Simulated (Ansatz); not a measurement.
## Band-structure calculation of MgTe (part 1 of 2)

MgTe (P6₃mc, 4 atoms in the cell), computed with DFT, HSE06, plane waves, PAW, no spin polarisation (Ansatz 0.2.0).

The structure was built on a prototype by a generator. The geometry comes from this level: r2SCAN (a point of a series of strains). It belongs to a series of runs on one base structure; here: hydrostatic strain +1.0%. Figures and captions count atoms from 1; the log counts them from 0 in places.

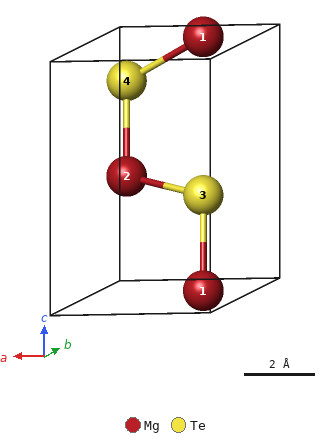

**Figure 1.** The structure as given in the input (ball-and-stick view of the cell of the calculation, seen at an oblique angle; atoms are numbered from 1 in the order of the input). An atom can appear more than once, as a periodic image. Near neighbours in the periodic cell (some may lie outside the picture): Mg has 4 Te at 2.83 Å; Te has 4 Mg at 2.83 Å.

Input:
```yaml
crystal:
  lattice:
    - [4.6234120023, 0.0, 0.0]
    - [-2.3117060012, 4.0039922462, 0.0]
    - [0.0, 0.0, 7.5296401521]
  atoms:
    - { symbol: Mg, position: [0.3333333333, 0.6666666667, -0.0006080519] }
    - { symbol: Mg, position: [0.6666666667, 0.3333333333, 0.4993919481] }
    - { symbol: Te, position: [0.3333333333, 0.6666666667, 0.3756080519] }
    - { symbol: Te, position: [0.6666666667, 0.3333333333, 0.8756080519] }
kpoints:
  mp_grid: { grid: [6, 6, 2] }
  band_path:
    path:
      - [0.0, 0.0, 0.0]
      - [0.5, 0.0, 0.0]
      - [0.3333333333, 0.3333333333, 0.0]
      - [0.0, 0.0, 0.5]
      - [0.5, 0.0, 0.5]
      - [0.3333333333, 0.3333333333, 0.5]
      - [-0.010417, 0.005208, 0.0]
    npoints: 1
hamiltonian:
  xc: hse06
scf:
  occupations: { method: fixed }
  n_extra_bands: 5
output:
  forces: true
  stress: true
  eigenvalues: true
  write_density: true
  write_potential: true
  elf: true
  volumetric_format: npy
```

Log:
```
Warning: output.stress: scf.convergence.dr2_threshold = 1e-7 eV (the SCF's general default) is looser than the 4e-10 eV advised for a printed stress (1e-10 eV for each atom of the cell: 4). What an SCF threshold leaves in a stress goes as its square root, and in the free energy as the threshold itself, and one threshold admits the most on a small cell: of the crystals measured, under no hybrid functional and no lock of the moments, on runs that ended without the residual-converged pass, on stresses that held no estimate of that error, the worst erred by over 100 MPa in a component at 1e-7 eV an atom and by under 5 at 1e-10. Set scf.convergence.dr2_threshold to 4e-10 eV or tighter. The threshold is an SCF's pass mark: one that does not reach it within its budget of iterations ends unconverged, or closes short of it on a stop that the run arms, and scf.convergence.dr2_threshold's page says what that costs each kind of run
Warning: output.stress: scf.exx.energy_threshold = 1e-6 eV is looser than the 4e-8 eV advised for a stress under a hybrid functional (1e-8 eV for each atom of the cell: 4). Every SCF of the exchange loop can meet its threshold on dr2 while the loop round them stops early: no threshold on dr2 bounds what that leaves in the stress. Set scf.exx.energy_threshold to 4e-8 eV or tighter. The threshold is the loop's pass mark: a loop that does not reach it within its budget of cycles ends unconverged, and scf.exx.energy_threshold's page has the law
scf.n_extra_bands = 5 over 26 filled bands (N_el = 52.0): the run solves 31 bands
Engine: ansatz 0.2.0, x86_64-unknown-linux-gnu
Pseudopotentials: kind: paw
Pseudopotential: Mg, paw, valence charge 10, recommended cutoff 420 eV (normal), Mg.paw.azcp
Pseudopotential: Te, paw, valence charge 16, recommended cutoff 420 eV (normal), Te.paw.azcp
Functional definition: HSE06
  parameter a = 0.25
  parameter omega = 0.11/bohr
  exchange = pbe_x - a*pbe_x_sr(omega) + a*exact_x_sr(omega)
  correlation = pbe_c
davidson cushion auto → on  (no smearing: the cushion is to keep the highest requested band from converging to the state above it; pin scf.eigensolver.cushion to override)
Crystal: 4 atoms, lattice volume = 139.389 Å³
Basis set: ecut = 420 eV, 2743 PW (Γ), exchange–correlation on 64×64×108 points (8 copies of the dense FFT grid, shifted against one another)
Bands: 31, of which v1, the nominal top of the filled ones, is band 26 counted from 1 (25 counted from 0)
Symmetry: 12 space group operations
Space group: P63mc (ITA 186), of the structure as read, at distance tolerance 5.2e-5 Å
k-points: 14 of 72
Non-local potential: Mg, projectors of the file, l = 0: 3, l = 1: 2, l = 2: 1
Non-local potential: Te, projectors of the file, l = 0: 2, l = 1: 2, l = 2: 2, l = 3: 2
PAW form: soft (Blöchl's): semilocal exchange-correlation on the pseudo side does not see the compensation charge
PAW frozen core: Mg, regenerated for the run's functional, and the local potential with it (the file was generated under x = pbe(κ = 0.804, μ = 0.2195149727645171), c = pbe(β = 0.06672455060314922))
PAW frozen core: Te, regenerated for the run's functional, and the local potential with it (the file was generated under x = pbe(κ = 0.804, μ = 0.2195149727645171), c = pbe(β = 0.06672455060314922))
PAW one-centre angular grid: Mg, 110 points (default); XC on 96 Gauss nodes
PAW one-centre angular grid: Te, 590 points (default); XC on 64 Gauss nodes
Initial density: superposition of atomic densities (neutral atoms: chi_scale 0, normalization atom), corrected by the library's trained network
Initial wavefunctions: pseudopotential atomic-orbital guess
Functional: x = pbe(κ = 0.804, μ = 0.2195149727645171), c = pbe(β = 0.06672455060314922), warm-up for x = pbe(κ = 0.804, μ = 0.2195149727645171) + 0.25 (exact − pbe) at short range (hse, ω = 0.20786987370883472 Å⁻¹), c = pbe(β = 0.06672455060314922); HSE06 as pw.x's `hse` composes it (authors' and Libxc's form: `xc: wpbeh`)
SCF iter   1: F=—  HF=-17811.048287 eV  |F-HF|=—  |Δ(HF+E_count)|=         —  Δρ=9.53e-4  dr2=2.96e-3  ethr=1.77e-3  ⟨swp⟩=11.1  Hψ=1993  notcnv=0
preconditioner: auto → none  [insulator: Δε(μ)=2.313 eV  Ē_g=8.195 eV  n_scr=34 (ndim 8)  ℏωp=12.6 eV  f_vac=0.120]
iter 2 solved again at ethr=1.81e-7 eV; its pass at ethr=5.70e-6 eV (dr2=9.41e-5 eV) is discarded
SCF iter   2: F=-17811.048146 eV  HF=-17811.048125 eV  |F-HF|=2.14e-5  |Δ(HF+E_count)|=   1.62e-4  Δρ=2.53e-4  dr2=9.50e-5  ethr=1.81e-7  ⟨swp⟩=3.2  Hψ=2539  notcnv=0  defer=1
SCF 1 stopped early in 2 iterations: F = -17811.048146 eV  dr2 = 9.50e-5
  greatest PAW one-centre occupation: 1.000 electrons in one spin orbital (limit 2), on the Mg atom at site 0 (counted from 0), in its partial waves of l = 0
Initial density: handed on by an earlier stage of this run
Initial wavefunctions: those handed on with the density
Functional: x = pbe(κ = 0.804, μ = 0.2195149727645171) + 0.25 (exact − pbe) at short range (hse, ω = 0.20786987370883472 Å⁻¹), c = pbe(β = 0.06672455060314922); HSE06 as pw.x's `hse` composes it (authors' and Libxc's form: `xc: wpbeh`)
Exchange kernel: α = 0.2500, screened, ω = 0.2079 Å⁻¹, Wigner–Seitz truncation, v(0) = 1040.5904 eV·Å³, q-mesh 6×6×2, nearest image of the exchange supercell L = 15.06 Å, pair-density grid 20×20×32, without the augmentation charges, whose exchange is taken in its separable form by FFT convolution over the k-point mesh (sized by the pseudopotential files, 27×27×54 at the most), smooth part of the exact exchange by density-matrix convolution in up to 4.24 GiB of GPU memory as planned if the GPU has room (build and FFT work areas not counted)
Frozen-core exchange: fock
SCF iter   1: F=—  HF=-17820.954606 eV  |F-HF|=—  |Δ(HF+E_count)|=         —  Δρ=2.97e-3  dr2=8.03e-3  ethr=1.83e-6  ⟨swp⟩=7.9  Hψ=2144  notcnv=0
preconditioner: auto → none  [insulator: Δε(μ)=3.135 eV  Ē_g=9.371 eV  n_scr=34 (ndim 8)  ℏωp=12.6 eV  f_vac=0.117]
SCF iter   2: F=—  HF=-17820.950385 eV  |F-HF|=—  |Δ(HF+E_count)|=   4.22e-3  Δρ=1.11e-3  dr2=1.39e-3  ethr=1.83e-6  ⟨swp⟩=4.0  Hψ=1510  notcnv=0
SCF iter   3: F=—  HF=-17820.956304 eV  |F-HF|=—  |Δ(HF+E_count)|=   5.92e-3  Δρ=5.35e-4  dr2=2.92e-4  ethr=1.57e-6  ⟨swp⟩=4.1  Hψ=1296  notcnv=0
SCF iter   4: F=—  HF=-17820.956249 eV  |F-HF|=—  |Δ(HF+E_count)|=   5.58e-5  Δρ=1.21e-4  dr2=2.12e-5  ethr=5.27e-7  ⟨swp⟩=3.0  Hψ=1042  notcnv=0
SCF iter   5: F=-17820.956331 eV  HF=-17820.956331 eV  |F-HF|=2.95e-7  |Δ(HF+E_count)|=   8.25e-5  Δρ=3.80e-5  dr2=1.99e-6  ethr=2.50e-8  ⟨swp⟩=4.4  Hψ=1418  notcnv=0
SCF 2 stopped early in 5 iterations: F = -17820.956331 eV  dr2 = 1.99e-6
  Residual-converged pass: ⟨swp⟩=4.0  Hψ=1355  notcnv=0  max |occ|·‖R‖ = 6.5e-6 eV (tolerance 6.7e-6 eV)  dr2=2.00e-6  dr2_onsite=1.12e-7  max |Δocc| = 0.0e0
  greatest PAW one-centre occupation: 1.000 electrons in one spin orbital (limit 2), on the Mg atom at site 1 (counted from 0), in its partial waves of l = 0
hybrid outer 1: dexx = +7.059e-3 eV, tail = 1.35e-4 eV
Exchange kernel: α = 0.2500, screened, ω = 0.2079 Å⁻¹, Wigner–Seitz truncation, v(0) = 1040.5904 eV·Å³, q-mesh 6×6×2, nearest image of the exchange supercell L = 15.06 Å, pair-density grid 20×20×32, without the augmentation charges, whose exchange is taken in its separable form by FFT convolution over the k-point mesh (sized by the pseudopotential files, 27×27×54 at the most), smooth part of the exact exchange by density-matrix convolution in up to 4.24 GiB of GPU memory as planned if the GPU has room (build and FFT work areas not counted)
Frozen-core exchange: fock
SCF iter   1: F=—  HF=-17820.956330 eV  |F-HF|=—  |Δ(HF+E_count)|=         —  Δρ=3.09e-5  dr2=1.86e-6  ethr=1.30e-6  ⟨swp⟩=2.1  Hψ=967  notcnv=0
preconditioner: auto → none  [insulator: Δε(μ)=3.172 eV  Ē_g=9.370 eV  n_scr=34 (ndim 8)  ℏωp=12.6 eV  f_vac=0.122]
SCF iter   2: F=—  HF=-17820.956330 eV  |F-HF|=—  |Δ(HF+E_count)|=   6.08e-7  Δρ=1.08e-5  dr2=1.57e-7  ethr=3.48e-9  ⟨swp⟩=4.0  Hψ=1455  notcnv=0
SCF iter   3: F=—  HF=-17820.956330 eV  |F-HF|=—  |Δ(HF+E_count)|=   1.40e-8  Δρ=2.91e-6  dr2=3.32e-8  ethr=2.06e-10  ⟨swp⟩=3.0  Hψ=1121  notcnv=0
SCF iter   4: F=—  HF=-17820.956330 eV  |F-HF|=—  |Δ(HF+E_count)|=   2.69e-7  Δρ=2.74e-6  dr2=1.29e-8  ethr=1.19e-11  ⟨swp⟩=5.5  Hψ=1735  notcnv=0  defer=1
SCF iter   5: F=-17820.956330 eV  HF=-17820.956330 eV  |F-HF|=5.09e-11  |Δ(HF+E_count)|=   6.13e-9  Δρ=2.91e-7  dr2=3.22e-10  ethr=1.19e-11  ⟨swp⟩=3.0  Hψ=1260  notcnv=0
SCF 3 converged in 5 iterations: F = -17820.956330 eV  dr2 = 3.22e-10
  Residual-converged pass: ⟨swp⟩=3.0  Hψ=1147  notcnv=0  max |occ|·‖R‖ = 6.1e-7 eV (tolerance 6.3e-7 eV)  dr2=3.21e-10  dr2_onsite=6.07e-11  max |Δocc| = 0.0e0
```

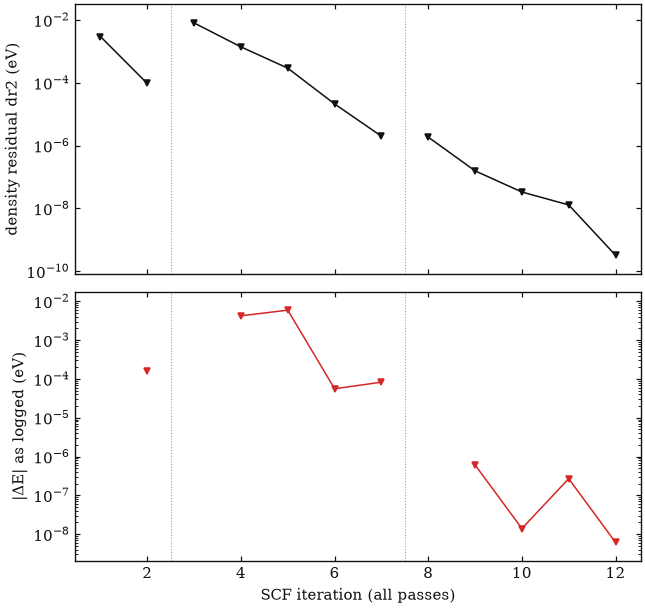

**Figure 2.** Convergence of the self-consistent field: density residual dr2 and size of the energy change against the SCF iteration. The run starts with a semilocal functional; after that each stretch between dotted lines is one SCF of the hybrid functional between two exact rebuilds of the exchange operator by the outer loop. Early passes are stopped at a loose threshold. The passes take 2, 5 and 5 iterations.

```
hybrid outer 2: dexx = +3.229e-7 eV, tail = 2.98e-8 eV, Δε = 2.59e-3 eV (about 1.07e-4 eV left of the loop's levels), ΔF = 1.56e-3 eV/Å (tail 7.01e-4)
NSCF: frozen V_eff on 7 k-points
hybrid SCF converged: 2 outer / 10 inner (+2 warm-up), last move |dexx| = 3.23e-7 eV, tail = 2.98e-8 eV
Stability not checked: this state was not tested for a lower state beside it, because the functional holds exact exchange (a hybrid, or Hartree-Fock), whose exchange loop this test does not read (fock_operator; see scf.lower_state_search)
Free energy (F): -17820.956330 eV
Frozen-core exchange: fock
Harris-Foulkes:  -17820.956330 eV  (|F-HF|=5.09e-11)
Internal energy: -17820.956330 eV  (E = F + TS)
E sigma→0 (E₀):  -17820.956330 eV
Fermi energy:    3.492164 eV
--- Per-component energies (eV) ---
  E_band       = -1487.488041
  E_kinetic    = 511.419763
  E_local      = -6703.101667  (includes V_loc(G=0)·N_el)
  E_nonlocal   = -432.490246
  E_hartree    = 3188.717547
  E_xc         = -247.478713
  E_vxc        = -227.745954  (∫ρ·V_xc dr)
  E_exx        = -193.120573  (= α·E_x^exact, valence–valence)
  E_paw        = -9786.744829  (= ΣΔE_a)
  E_vpaw       = -626.764553  (= ΣTr[D̂ρ^β])
  E_aug_tail   = -0.000380  (compensation charges beyond the density's cutoff)
  E_ewald      = -4157.726051
  E_core_change = -0.431181  (= ΣΔE_core)
  E_smearing   = -0.000000  (= −TS)
  E_closure    = -0.000001  (closes the sum)
  Σ components = -17820.956330   (vs F -17820.956330, Δ=3.64e-12)
--- Forces (eV/Å), atoms counted from 1 ---
  atom   1  Mg     0.00000000    -0.00000000    -0.00237207
  atom   2  Mg     0.00000000     0.00000000    -0.00237207
  atom   3  Te    -0.00000000     0.00000000     0.00235721
  atom   4  Te    -0.00000000     0.00000000     0.00235721
  max |Σ_I F_I| component: 2.97e-5 eV/Å
--- Stress (GPa, compression-positive) ---
       -1.091038       0.000000       0.000000
        0.000000      -1.091038       0.000000
        0.000000       0.000000      -1.112764
  P = ⅓ Tr σ = -1.0983 GPa (-10.983 kbar)
--- Band table (eV; the first three rows and the last of 14) ---
  k-point 0: bands = ["-76.7527", "-76.7526", "-41.6440", "-41.6436", "-41.6431", "-41.6431", "-41.6430", "-41.6430", "-33.8068", "-33.8067", "-33.8064", "-33.8064", "-33.8063", "-33.8063", "-33.7984", "-33.7984", "-33.7981", "-33.7981", "-7.5607", "-6.9193", "0.1066", "2.9877", "2.9877", "3.4912", "3.4922", "3.4922", "6.6643", "7.2345", "9.6408", "9.6408", "10.0130"]
  k-point 1: bands = ["-76.7526", "-76.7526", "-41.6438", "-41.6438", "-41.6430", "-41.6430", "-41.6430", "-41.6430", "-33.8067", "-33.8067", "-33.8064", "-33.8064", "-33.8064", "-33.8064", "-33.7982", "-33.7982", "-33.7982", "-33.7982", "-7.2669", "-7.2669", "1.4434", "1.4434", "3.2266", "3.2266", "3.2266", "3.2266", "7.7098", "7.7098", "9.9045", "9.9045", "9.9045"]
  k-point 2: bands = ["-76.7526", "-76.7526", "-41.6440", "-41.6436", "-41.6432", "-41.6431", "-41.6431", "-41.6430", "-33.8067", "-33.8066", "-33.8064", "-33.8063", "-33.8063", "-33.8063", "-33.7984", "-33.7983", "-33.7981", "-33.7980", "-7.4367", "-6.8522", "0.2873", "2.1375", "2.5597", "2.7543", "3.3596", "3.3836", "7.5678", "7.9721", "9.3331", "9.9465", "10.0141"]
  k-point 13: bands = ["-76.7526", "-76.7526", "-41.6438", "-41.6438", "-41.6433", "-41.6433", "-41.6432", "-41.6432", "-33.8067", "-33.8067", "-33.8062", "-33.8062", "-33.8062", "-33.8062", "-33.7981", "-33.7981", "-33.7981", "-33.7981", "-6.7638", "-6.7638", "0.4140", "0.4140", "1.5239", "1.5239", "2.8446", "2.8446", "8.1783", "8.1783", "9.4407", "9.4407", "10.9423"]
```
